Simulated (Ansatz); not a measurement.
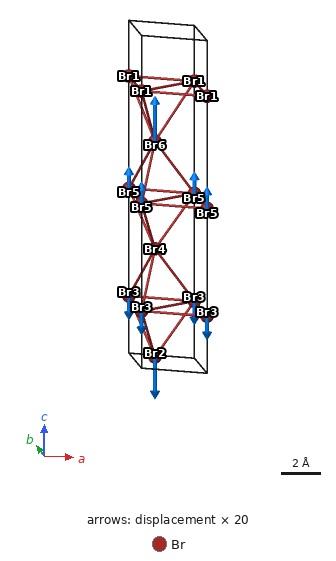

A relaxation of solid Br (a generated structure, set up in P3m1). The starting structure is drawn; blue arrows show the displacements (the part carried along by the change of the cell is left out), 20 times their true length.

Style: ball-and-stick. Shown: the cell of the calculation, from a free direction.

Theory: DFT PBE, scalar-relativistic, plane waves, PAW (Ansatz).

The input:
```yaml
crystal:
  lattice:
    - [3.58261495, 0.0, 0.0]
    - [-1.79130748, 3.10263556, 0.0]
    - [0.0, 0.0, 17.58128912]
  atoms:
    - { symbol: Br, position: [0.0, 0.0, 0.83295065] }
    - { symbol: Br, position: [0.33333333, 0.66666667, 0.00882063] }
    - { symbol: Br, position: [0.0, 0.0, 0.1717319] }
    - { symbol: Br, position: [0.33333333, 0.66666667, 0.3338604] }
    - { symbol: Br, position: [0.0, 0.0, 0.49538684] }
    - { symbol: Br, position: [0.33333333, 0.66666667, 0.65724856] }
basis:
  ecutwfc: 420
kpoints:
  mp_grid: { grid: [12, 12, 2] }
hamiltonian:
  xc: pbe
scf:
  occupations: { method: gaussian, width: 0.1 }
output:
  forces: true
  stress: true
  eigenvalues: true
relax:
  adjacent_minimum: "off"
  f_tol: 0.01
  max_steps: 80
  cell: { stress_tol: 0.05 }
```

Command:
```bash
ansatz run input.yaml --threads 1 --pin off --max-ram 2560MiB --backend cpu --events-out ev --progress --plain --runs-dir out
```

Q: Describe the change and its energy.

A: The energy falls by 245 meV per atom in 9 accepted moves (10 points after the start). Largest force component: 0.12 eV/Å at the start, 0.0024 eV/Å at the end. Pressure: −3.00 GPa at the start and 0.02 GPa at the end. The SCF was repeated once at an unchanged geometry on a basis and grid sized afresh for the cell, which shifted the energy by 0.1 meV per atom at most. Br6 moves most relative to the cell: 0.12 Å along +c. The volume changes by −11.6 %, with a = b 3.583 → 3.933 Å (+9.8 %), c 17.581 → 12.895 Å (−26.7 %). Near-neighbour distances that change, for instance: Br1–Br2 3.720 → 3.127 Å, Br2–Br3 3.533 → 3.126 Å, Br3–Br4 3.522 → 3.126 Å, Br4–Br5 3.513 → 3.126 Å. The space group (tolerance 0.01 Å) goes from P3m1 (No. 156) to P6_3/mmc (No. 194). The run took 5.4 min on 1 thread of Arm Neoverse N1, with other jobs on the host, peak memory 0.45 GiB.
